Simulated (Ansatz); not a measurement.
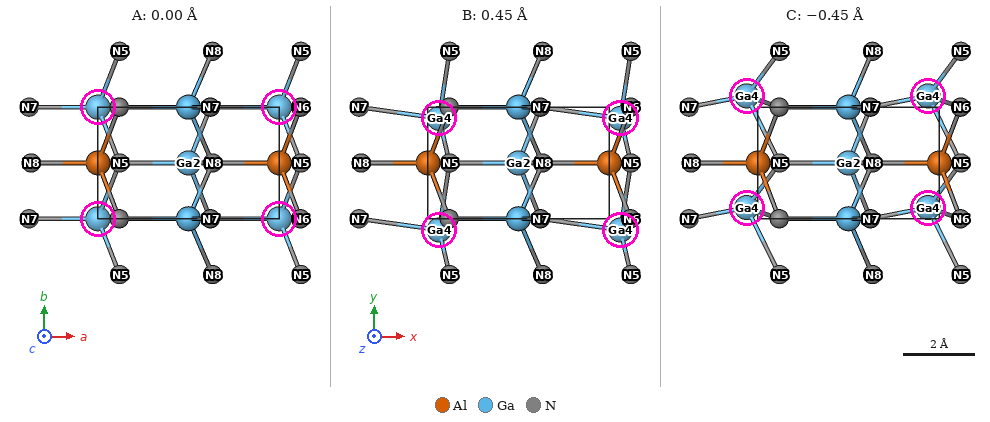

Energy scan for solid AlGa$_{3}$N$_{4}$ (Pm), in which a Ga atom (one in each cell of 8 atoms) is moved along Cartesian [1 -1 0], all else fixed. The picture is a ball-and-stick view of the cell of the calculation, seen along the c axis. The ringed atoms are those of the scanned coordinate.

Theory: DFT r2SCAN, scalar-relativistic, plane waves, PAW in Ansatz 0.2.0. Settings: plane-wave cutoff 500 eV; k-point mesh 6 × 8 × 4; occupations gaussian; smearing width 0.05 eV; no spin polarisation. Energies (free energies at the smearing named) are counted from the relaxed crystal.

> Order these geometries by energy, lowest first.

Lowest first: A (the displacement 0.00 Å, 0 meV/cell), C (the displacement −0.45 Å, 1603 meV/cell), B (the displacement 0.45 Å, 1810 meV/cell). Over the whole scan: the lowest computed point lies at the displacement 0.00 Å (0 meV/cell). At the ends of the scan the energy is 1603 meV/cell (−0.45 Å) and 1810 meV/cell (0.45 Å). The curvature at zero is about 16 eV/Å². The well is nearly symmetric. At the highest point the shortest interatomic distance is 1.61 Å, against 1.89 Å in the reference. The distortion takes the space group from Pm to P1.
